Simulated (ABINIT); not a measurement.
Bethe–Salpeter calculation, with input and output: SiO2 (part 1 of 2)

System: SiO2 (P4₂/mnm, 6 atoms in the cell).
Method: Kohn-Sham DFT of a periodic cell, PBE, SG15 NC PBE v1.2, BSE, no spin polarisation (ABINIT 10.8.3).

The structure derives from a Materials Project entry.

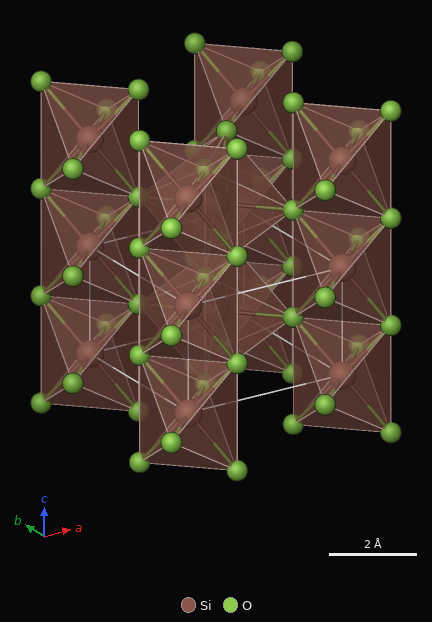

**Figure 1.** The input geometry (polyhedral view of the cell of the calculation, repeated 1 × 1 × 2, seen at an oblique angle; polyhedra are completed across the faces of the cell). An atom can appear more than once, as a periodic image.

The input
```
# Datasets
ndtset 3

# Pseudopotentials
pp_dirpath "./"
pseudos "Si_ONCV_PBE-1.2.upf, O_ONCV_PBE-1.2.upf"

# Structure
acell 3*1.0 Angstrom
rprim
     4.2331690000     0.0000000000     0.0000000000
     0.0000000000     4.2331690000     0.0000000000
     0.0000000000     0.0000000000     2.6934950000
ntypat 2
znucl 14 8
natom 6
typat 1 1 2 2 2 2
xred
            0.0            0.0            0.0
            1/2            1/2            1/2
   0.8068390000   0.1931610000            1/2
   0.3068390000   0.3068390000            0.0
   0.1931610000   0.8068390000            1/2
   0.6931610000   0.6931610000            0.0

# Plane-wave basis
ecut 40.0

# k points
kptopt 1
ngkpt 4 4 6
nshiftk 1
shiftk 0.11 0.21 0.31
chksymbreak 0
istwfk *1

# Exchange and correlation
ixc 11

# Bands and occupations
occopt 1

# SCF cycle
nstep 80
diemac 6.0

# Output
iomode 3
prteig 0
prtebands 0

# Dataset 1: ground state
nband1 16
tolvrs1 1.0e-12
prtden1 1
prtwf1 0
ngkpt1 4 4 6
nshiftk1 1
shiftk1 0.0 0.0 0.0

# Dataset 2: empty bands at fixed density
iscf2 -2
getden2 1
nband2 25
nbdbuf2 4
tolwfr2 1.0e-12
nstep2 120
prtden2 0

# Dataset 3: Bethe-Salpeter equation, Tamm-Dancoff
optdriver3 99
getwfk3 2
getden3 1
bs_calctype3 1
mbpt_sciss3 0.0 eV
bs_exchange_term3 1
bs_coulomb_term3 20
mdf_epsinf3 3.44
bs_coupling3 0
bs_algorithm3 2
bs_haydock_niter3 200
bs_haydock_tol3 0.02 0.0
bs_loband3 11
nband3 19
ecutwfn3 25.0
ecuteps3 2.0
bs_freq_mesh3 0.0 14.0 0.05 eV
zcut3 0.15 eV
inclvkb3 2
```

Run as:
```bash
mpirun --bind-to none -np 4 abinit run.abi > log 2>&1
```

What the program printed
```
.Version 10.8.3 of ABINIT
 DATASET    1 : space group P4_2/m n m (#136); Bravais tP (primitive tetrag.)
================================================================================
 Values of the parameters that define the memory need for DATASET  1.
     intxc =       0    ionmov =       0      iscf =       7    lmnmax =       4
     lnmax =       4     mgfft =      48  mpssoang =       2    mqgrid =    3001
     natom =       6  nloc_mem =       1    nspden =       1   nspinor =       1
    nsppol =       1      nsym =      16    n1xccc =       0    ntypat =       2
    occopt =       1   xclevel =       2
       mpw =        3955          nfft =       69120          nkpt =          24
================================================================================
================================================================================

 DATASET    2 : space group P4_2/m n m (#136); Bravais tP (primitive tetrag.)
================================================================================
 Values of the parameters that define the memory need for DATASET  2.
     intxc =       0    ionmov =       0      iscf =      -2    lmnmax =       4
     lnmax =       4     mgfft =      48  mpssoang =       2    mqgrid =    3001
     natom =       6  nloc_mem =       1    nspden =       1   nspinor =       1
    nsppol =       1      nsym =      16    n1xccc =       0    ntypat =       2
    occopt =       1   xclevel =       2
       mpw =        3970          nfft =       69120          nkpt =          96
================================================================================
================================================================================

 DATASET    3 : space group P4_2/m n m (#136); Bravais tP (primitive tetrag.)
================================================================================
 Values of the parameters that define the memory need for DATASET  3.
     intxc =       0    ionmov =       0      iscf =       7    lmnmax =       4
     lnmax =       4     mgfft =      40  mpssoang =       2    mqgrid =    3001
     natom =       6  nloc_mem =       1    nspden =       1   nspinor =       1
    nsppol =       1      nsym =      16    n1xccc =       0    ntypat =       2
    occopt =       1   xclevel =       2
       mpw =        1968          nfft =       38400          nkpt =          96
================================================================================
================================================================================

--------------------------------------------------------------------------------
------------- Echo of variables that govern the present computation ------------
--------------------------------------------------------------------------------
 -outvars: echo values of preprocessed input variables --------
            acell      1.8897261259E+00  1.8897261259E+00  1.8897261259E+00 Bohr
              amu      2.80855000E+01  1.59994000E+01
  bs_coulomb_term1         11
  bs_coulomb_term2         11
  bs_coulomb_term3         20
     bs_freq_mesh1     0.00000000E+00  0.00000000E+00  3.67493222E-04 Hartree
     bs_freq_mesh2     0.00000000E+00  0.00000000E+00  3.67493222E-04 Hartree
     bs_freq_mesh3     0.00000000E+00  5.14490510E-01  1.83746611E-03 Hartree
 bs_haydock_niter1        100
 bs_haydock_niter2        100
 bs_haydock_niter3        200
        bs_loband1          0
        bs_loband2          0
        bs_loband3         11
      chksymbreak           0
           diemac      6.00000000E+00
             ecut1     4.00000000E+01 Hartree
             ecut2     4.00000000E+01 Hartree
             ecut3     2.50000000E+01 Hartree
          ecuteps1     0.00000000E+00 Hartree
          ecuteps2     0.00000000E+00 Hartree
          ecuteps3     2.00000000E+00 Hartree
          ecutwfn1     0.00000000E+00 Hartree
          ecutwfn2     0.00000000E+00 Hartree
          ecutwfn3     2.50000000E+01 Hartree
           getden1          0
           getden2          1
           getden3          1
           getwfk1          0
           getwfk2          0
           getwfk3          2
             iscf1          7
             iscf2         -2
             iscf3          7
              ixc          11
           jdtset        1    2    3
                       outvar_i_n : Printing only first  50 k-points.
         kptrlatt        4    0    0      0    4    0      0    0    6
          kptrlen      3.05398072E+01
       mdf_epsinf1     0.00000000E+00
       mdf_epsinf2     0.00000000E+00
       mdf_epsinf3     3.44000000E+00
            natom           6
            nband1         16
            nband2         25
            nband3         19
           nbdbuf1          0
           nbdbuf2          4
           nbdbuf3          0
           ndtset           3
            ngfft1         48      48      30
            ngfft2         48      48      30
            ngfft3         40      40      24
             nkpt1         24
             nkpt2         96
             nkpt3         96
           npweps1          0
           npweps2          0
           npweps3         47
            nstep1         80
            nstep2        120
            nstep3         80
             nsym          16
           ntypat           2
        optdriver1          0
        optdriver2          0
        optdriver3         99
           prtden1          1
           prtden2          0
           prtden3          1
        prtebands           0
           prteig           0
            prtwf1          0
            prtwf2          1
            prtwf3          1
            rprim      4.2331690000E+00  0.0000000000E+00  0.0000000000E+00
                       0.0000000000E+00  4.2331690000E+00  0.0000000000E+00
                       0.0000000000E+00  0.0000000000E+00  2.6934950000E+00
           shiftk1     0.00000000E+00  0.00000000E+00  0.00000000E+00
           shiftk2     1.10000000E-01  2.10000000E-01  3.10000000E-01
           shiftk3     1.10000000E-01  2.10000000E-01  3.10000000E-01
          spgroup         136
           tolvrs1     1.00000000E-12
           tolvrs2     0.00000000E+00
           tolvrs3     0.00000000E+00
           tolwfr1     0.00000000E+00
           tolwfr2     1.00000000E-12
           tolwfr3     0.00000000E+00
            typat      1  1  2  2  2  2
                       outvars : Printing only first  50 k-points.
           xangst      0.0000000000E+00  0.0000000000E+00  0.0000000000E+00
                       2.1165845000E+00  2.1165845000E+00  1.3467475000E+00
                       3.4154858428E+00  8.1768315721E-01  1.3467475000E+00
                       1.2989013428E+00  1.2989013428E+00  0.0000000000E+00
                       8.1768315721E-01  3.4154858428E+00  1.3467475000E+00
                       2.9342676572E+00  2.9342676572E+00  0.0000000000E+00
            xcart      0.0000000000E+00  0.0000000000E+00  0.0000000000E+00
                       3.9997650273E+00  3.9997650273E+00  2.5449839358E+00
                       6.4543328298E+00  1.5451972249E+00  2.5449839358E+00
                       2.4545678024E+00  2.4545678024E+00  0.0000000000E+00
                       1.5451972249E+00  6.4543328298E+00  2.5449839358E+00
                       5.5449622522E+00  5.5449622522E+00  0.0000000000E+00
             xred      0.0000000000E+00  0.0000000000E+00  0.0000000000E+00
                       5.0000000000E-01  5.0000000000E-01  5.0000000000E-01
                       8.0683900000E-01  1.9316100000E-01  5.0000000000E-01
                       3.0683900000E-01  3.0683900000E-01  0.0000000000E+00
                       1.9316100000E-01  8.0683900000E-01  5.0000000000E-01
                       6.9316100000E-01  6.9316100000E-01  0.0000000000E+00
             zcut1     3.67493260E-03 Hartree
             zcut2     3.67493260E-03 Hartree
             zcut3     5.51239833E-03 Hartree
            znucl       14.00000    8.00000

================================================================================

 chkinp: Checking input parameters for consistency, jdtset=   1.

 chkinp: Checking input parameters for consistency, jdtset=   2.

 chkinp: Checking input parameters for consistency, jdtset=   3.

================================================================================
== DATASET  1 ==================================================================

--- !DatasetInfo
iteration_state: {dtset: 1, }
dimensions: {natom: 6, nkpt: 24, mband: 16, nsppol: 1, nspinor: 1, nspden: 1, mpw: 3955, }
cutoff_energies: {ecut:  40.0, pawecutdg:  -1.0, }
electrons: {nelect:   3.20000000E+01, charge:   0.00000000E+00, occopt:   1.00000000E+00, tsmear:   1.00000000E-02, }
meta: {optdriver: 0, ionmov: 0, optcell: 0, iscf: 7, paral_kgb: 0, }
...

 Exchange-correlation functional for the present dataset will be:
  GGA: Perdew-Burke-Ernzerhof functional - ixc=11
  J.P.Perdew, K.Burke, M.Ernzerhof, PRL 77, 3865 (1996)

 Real(R)+Recip(G) space primitive vectors, cartesian coordinates (Bohr,Bohr^-1):
 R(1)=  7.9995301  0.0000000  0.0000000  G(1)=  0.1250073  0.0000000  0.0000000
 R(2)=  0.0000000  7.9995301  0.0000000  G(2)=  0.0000000  0.1250073  0.0000000
 R(3)=  0.0000000  0.0000000  5.0899679  G(3)=  0.0000000  0.0000000  0.1964649
 Unit cell volume ucvol=  3.2571967E+02 bohr^3
 Angles (23,13,12)=  9.00000000E+01  9.00000000E+01  9.00000000E+01 degrees

 getcut: wavevector=  0.0000  0.0000  0.0000  ngfft=  48  48  30
         ecut(hartree)=     40.000   => boxcut(ratio)=   2.07019

--- Pseudopotential description ------------------------------------------------
- pspini: atom type   1  psp file is ./Si_ONCV_PBE-1.2.upf
  14.00000   4.00000  150415                  znucl, zion, pspdat
12 -101130 1 -1 602                           pspcod,pspxc,lmax,lloc,mmax
     nproj     2     2

- pspini: atom type   2  psp file is ./O_ONCV_PBE-1.2.upf
   8.00000   6.00000  150105                  znucl, zion, pspdat
12 -101130 1 -1 602                           pspcod,pspxc,lmax,lloc,mmax
     nproj     2     2

   1.58076019E+02                                ecore*ucvol(ha*bohr**3)
--------------------------------------------------------------------------------

================================================================================

--- !BeginCycle
iteration_state: {dtset: 1, }
solver: {iscf: 7, nstep: 80, nline: 4, wfoptalg: 0, }
tolerances: {tolvrs: 1.00E-12, }
...

     iter   Etot(hartree)      deltaE(h)  residm     vres2
 ETOT  1  -71.719633692121    -7.172E+01 2.305E-01 5.002E+02
 ETOT  2  -71.870444651437    -1.508E-01 2.271E-03 4.289E+02
 ETOT  3  -72.061767144703    -1.913E-01 7.772E-04 2.091E+00
 ETOT  4  -72.062480711203    -7.136E-04 1.915E-05 9.979E-03
 ETOT  5  -72.062482156907    -1.446E-06 2.178E-07 5.645E-04
 ETOT  6  -72.062482232625    -7.572E-08 1.764E-08 1.782E-05
 ETOT  7  -72.062482235209    -2.584E-09 5.195E-10 1.567E-06
 ETOT  8  -72.062482235641    -4.311E-10 4.884E-11 2.089E-08
 ETOT  9  -72.062482235645    -4.547E-12 1.493E-12 2.414E-10
 ETOT 10  -72.062482235646    -1.350E-12 1.273E-13 2.935E-12
 ETOT 11  -72.062482235646     1.705E-13 4.002E-15 3.048E-14

 At SCF step   11       vres2   =  3.05E-14 < tolvrs=  1.00E-12 =>converged.

 Cartesian components of stress tensor (hartree/bohr^3)
  sigma(1 1)= -1.79271142E-05  sigma(3 2)=  0.00000000E+00
  sigma(2 2)= -1.79271142E-05  sigma(3 1)=  0.00000000E+00
  sigma(3 3)= -2.90960668E-05  sigma(2 1)=  0.00000000E+00

--- !ResultsGS
iteration_state: {dtset: 1, }
comment   : Summary of ground state results
lattice_vectors:
- [  7.9995301,   0.0000000,   0.0000000, ]
- [  0.0000000,   7.9995301,   0.0000000, ]
- [  0.0000000,   0.0000000,   5.0899679, ]
lattice_lengths: [   7.99953,    7.99953,    5.08997, ]
lattice_angles: [ 90.000,  90.000,  90.000, ] # degrees, (23, 13, 12)
lattice_volume:   3.2571967E+02
convergence: {deltae:  1.705E-13, res2:  3.048E-14, residm:  4.002E-15, diffor: null, }
etotal    :  -7.20624822E+01
entropy   :   0.00000000E+00
fermie    :   3.52171978E-01
cartesian_stress_tensor: # hartree/bohr^3
- [ -1.79271142E-05,   0.00000000E+00,   0.00000000E+00, ]
- [  0.00000000E+00,  -1.79271142E-05,   0.00000000E+00, ]
- [  0.00000000E+00,   0.00000000E+00,  -2.90960668E-05, ]
pressure_GPa:   6.3697E-01
xred      :
- [  0.0000E+00,   0.0000E+00,   0.0000E+00, Si]
- [  5.0000E-01,   5.0000E-01,   5.0000E-01, Si]
- [  8.0684E-01,   1.9316E-01,   5.0000E-01,  O]
- [  3.0684E-01,   3.0684E-01,   0.0000E+00,  O]
- [  1.9316E-01,   8.0684E-01,   5.0000E-01,  O]
- [  6.9316E-01,   6.9316E-01,   0.0000E+00,  O]
cartesian_forces: # hartree/bohr
- [  1.80700362E-20,  -0.00000000E+00,  -0.00000000E+00, ]
- [  1.80700362E-20,  -0.00000000E+00,  -0.00000000E+00, ]
- [ -9.72140899E-04,   9.72140899E-04,  -0.00000000E+00, ]
- [ -9.72140899E-04,  -9.72140899E-04,  -0.00000000E+00, ]
- [  9.72140899E-04,  -9.72140899E-04,  -0.00000000E+00, ]
- [  9.72140899E-04,   9.72140899E-04,  -0.00000000E+00, ]
force_length_stats: {min:   1.80700362E-20, max:   1.37481484E-03, mean:   9.16543229E-04, }
...

 Integrated electronic density in atomic spheres:
 ------------------------------------------------
 Atom  Sphere_radius  Integrated_density
    1        2.00000          1.97762035
    2        2.00000          1.97762035
    3        2.00000          6.53066573
    4        2.00000          6.53066573
    5        2.00000          6.53066573
    6        2.00000          6.53066573
================================================================================

 ----iterations are completed or convergence reached----

 Mean square residual over all n,k,spin=   14.035E-18; max=  40.019E-16
 reduced coordinates (array xred) for    6 atoms
       0.000000000000      0.000000000000      0.000000000000
       0.500000000000      0.500000000000      0.500000000000
       0.806839000000      0.193161000000      0.500000000000
       0.306839000000      0.306839000000      0.000000000000
       0.193161000000      0.806839000000      0.500000000000
       0.693161000000      0.693161000000      0.000000000000
 rms dE/dt=  5.1844E-03; max dE/dt=  7.7767E-03; dE/dt below (all hartree)
    1       0.000000000000      0.000000000000      0.000000000000
    2       0.000000000000      0.000000000000      0.000000000000
    3       0.007776670339     -0.007776670339      0.000000000000
    4       0.007776670339      0.007776670339      0.000000000000
    5      -0.007776670339      0.007776670339      0.000000000000
    6      -0.007776670339     -0.007776670339      0.000000000000
```
